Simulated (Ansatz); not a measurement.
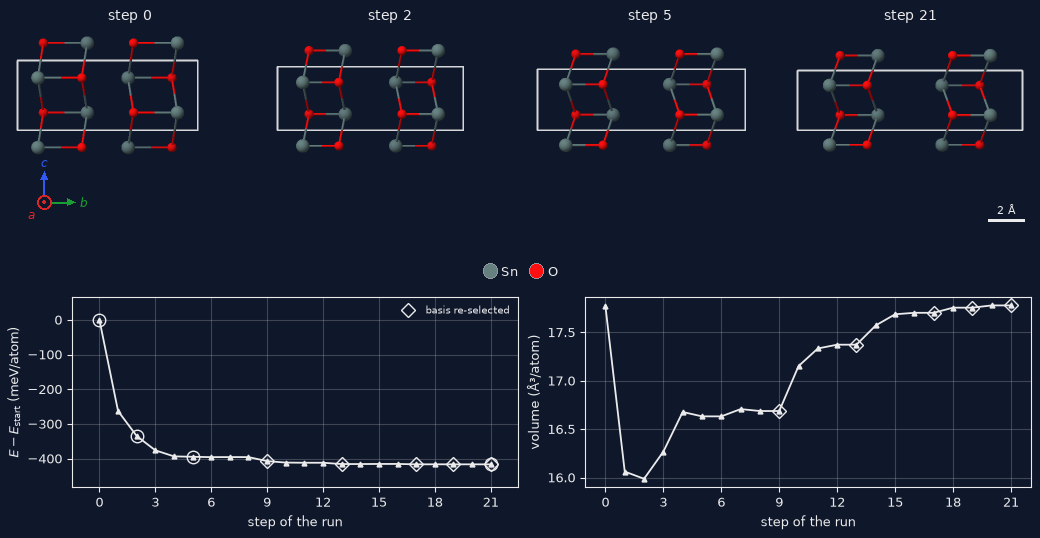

Frames of a relaxation of solid SnO (built on the TlCl-63 type type), marked on the history of the run. A ball-and-stick model of the conventional cell (2 times the calculation's cell), seen along the a axis. Lengths and directions refer to the drawn axes.

Theory: Ansatz 0.2.0, DFT, PBEsol, plane waves, PAW. (plane-wave cutoff 420 eV; k-point mesh 6 × 6 × 6; occupations fermi dirac; smearing width 0.03 eV; no spin polarisation; cell and atoms relaxed; force threshold 0.01 eV/Å; at most 120 steps)

What happens along the run?

Answer. The largest moves relative to the cell, 0.59 Å, are those of O atoms. Largest moves by element: O 0.59 Å, Sn 0.37 Å. The drawn cell changes as follows: a 3.557 → 3.332 Å (−6.3 %), b 10.177 → 12.695 Å (+24.7 %), c 3.928 → 3.362 Å (−14.4 %); the volume changes by +0.1 %. Some distances before and after: O–Sn 2.477 → 2.131 Å, O–Sn 2.667 → 2.442 Å. The space group stays Cmcm (No. 63). Over 16 accepted moves (21 points after the start) the energy falls by 417 meV per atom. The largest force component goes from 2.2 to 0.0027 eV/Å. Pressure: −13.16 GPa at the start and 0.03 GPa at the end. The SCF was repeated 5 times at an unchanged geometry on a basis and grid sized afresh for the cell, which shifted the energy by 11.6 meV per atom at most. From step 0 to 2: O atoms move most (0.28 Å), volume −10.0 %, energy −335 meV per atom. From step 2 to 5: O atoms move most (0.17 Å), volume +4.0 %, energy −60.0 meV per atom. From step 5 to 21: Sn atoms move most (0.08 Å), volume +6.9 %, energy −21.8 meV per atom.
